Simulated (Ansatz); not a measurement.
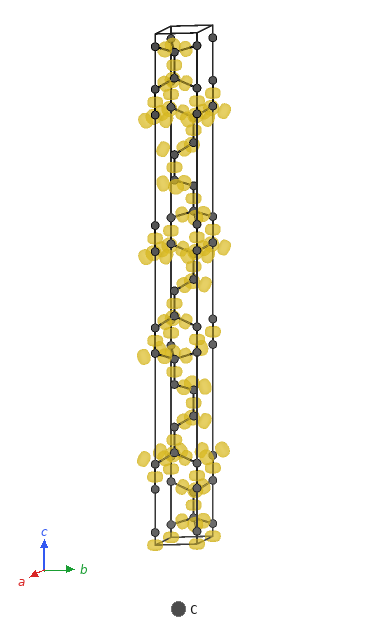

*C. Isosurface of the ELF at 0.75 (yellow), seen slightly off an axis. Only the valence region is drawn (cores and ρ < 0.01 e/Å³ removed). Sticks mark near contacts.*

Space group R3m; not relaxed (largest force 1.2 eV/Å).

Computed with DFT LDA, scalar-relativistic, plane waves, PAW in Ansatz 0.2.0.

Core electrons are frozen (PAW), and the valence fields are smoothed inside the atomic spheres.

Input file:

```
crystal:
  lattice:
    - [1.2456453758, 0.719173693, 10.2538776052]
    - [-1.2456453758, 0.719173693, 10.2538776052]
    - [0.0, -1.4383473861, 10.2538776052]
  atoms:
    - { symbol: C, position: [0.0247429084, 0.0247429084, 0.0247429084] }
    - { symbol: C, position: [0.9751058034, 0.9751058034, 0.9751058034] }
    - { symbol: C, position: [0.1091832702, 0.1091832702, 0.1091832702] }
    - { symbol: C, position: [0.8917919706, 0.8917919706, 0.8917919706] }
    - { symbol: C, position: [0.1582333646, 0.1582333646, 0.1582333646] }
    - { symbol: C, position: [0.8415020382, 0.8415020382, 0.8415020382] }
    - { symbol: C, position: [0.375016677, 0.375016677, 0.375016677] }
    - { symbol: C, position: [0.6252875232, 0.6252875232, 0.6252875232] }
    - { symbol: C, position: [0.4248900911, 0.4248900911, 0.4248900911] }
    - { symbol: C, position: [0.5742463533, 0.5742463533, 0.5742463533] }
basis:
  ecutwfc: 420
kpoints:
  mp_grid: { grid: [12, 12, 12] }
hamiltonian:
  xc: lda
scf:
  occupations: { method: gaussian, width: 0.05 }
output:
  forces: true
  stress: true
  eigenvalues: true
  write_density: true
  write_potential: true
  elf: true
  volumetric_format: npy
```

Command:

```sh
ansatz run input.yaml --threads 2 --pin off --max-ram 5120MiB --backend cpu --events-out ev --progress --plain --runs-dir out
```

Below, planes, directions and counts refer to the conventional cell (a = 2.49 Å, b = 2.49 Å, c = 30.76 Å, α = 90.00°, β = 90.00°, γ = 120.00°).

Q: Identify the bonds, lone pairs and shells in this picture.

A: The ELF exceeds this value in 60 regions between bonded C–C atoms (shared pairs), counted in one cell of 30 atoms. Any copies at cell faces, edges or corners count once. Profiles from the grid: C–C (1.51 Å): the ELF peaks at about 0.95 between the atoms; a covalent bond. C–C (1.57 Å): the ELF peaks at about 0.95 between the atoms; a shared electron pair.

Q: Does the calculation make it a metal, or give it a gap?

A: It is gapped, with a Kohn–Sham gap of 4.5 eV on the k-point mesh (the band edges may lie off the mesh, which would make the gap smaller).
